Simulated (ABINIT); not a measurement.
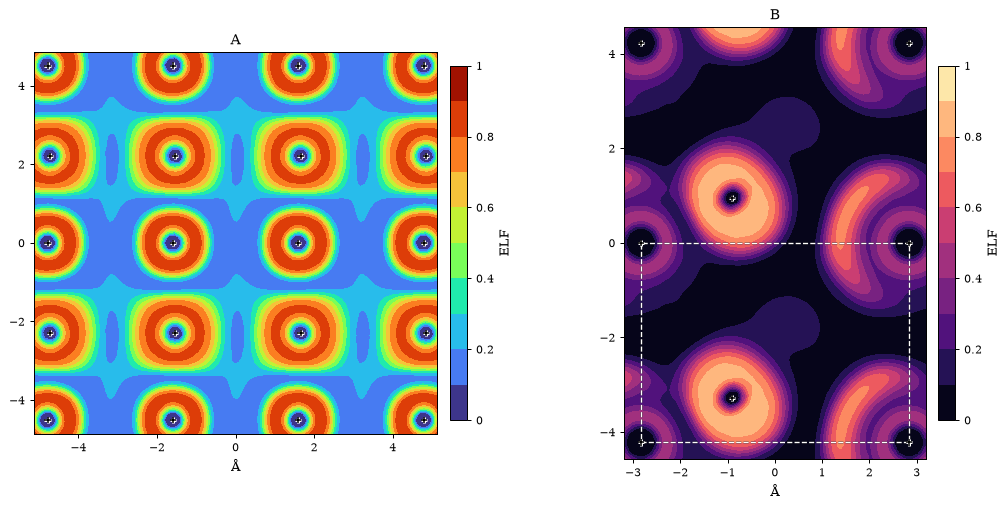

The ELF of 2 systems, each on a plane through atoms (crosses mark nuclei in the plane).

The calculation used ABINIT, Kohn-Sham DFT of a periodic cell, PBEsol, PseudoDojo NC SR PBEsol v0.4.1 standard.

System 1: SnO, the (100) plane of the conventional cell. Space group Pmn2₁; a structure from a database of computed crystals, not necessarily the ambient phase; not relaxed (largest force 0.3 eV/Å); computed pressure about −3 GPa in this cell.

```
Sn O
1.0
     3.35500    0.00000    0.00000
     0.00000    5.67410    0.00000
     0.00000    0.00000    4.22197
Sn O
2 2
Cartesian
  1.6775 4.3582 0.0555
  0.0000 1.3159 2.1665
  1.6775 0.6171 1.0000
  0.0000 5.0570 3.1110
```

System 2: HfN, the (11̄0) plane of the conventional cell. Space group P1; not relaxed (largest force 1.4 eV/Å).

```
Hf N
1.0
    -2.25600    0.00000   -2.25600
    -2.25600    2.25600    0.00000
     0.00000    2.25600   -2.25600
Hf N
1 1
Direct
  0.97645 0.02558 0.98645
  0.49669 0.48681 0.51365
```

Q: Which map belongs to which system?

A: Panel A is system 2, HfN: the plane holds Hf and N. Hf–Hf (3.19 Å): the ELF is about 0.20 at the midpoint: no shared electron pair shows on this line. Panel B is system 1, SnO: the plane holds Sn and O. Sn–O (2.15 Å): the ELF peaks at about 0.85 in the valence shell of O, 0.6 Å from its nucleus, and is about 0.20 at the midpoint (no localised pair shows between them).
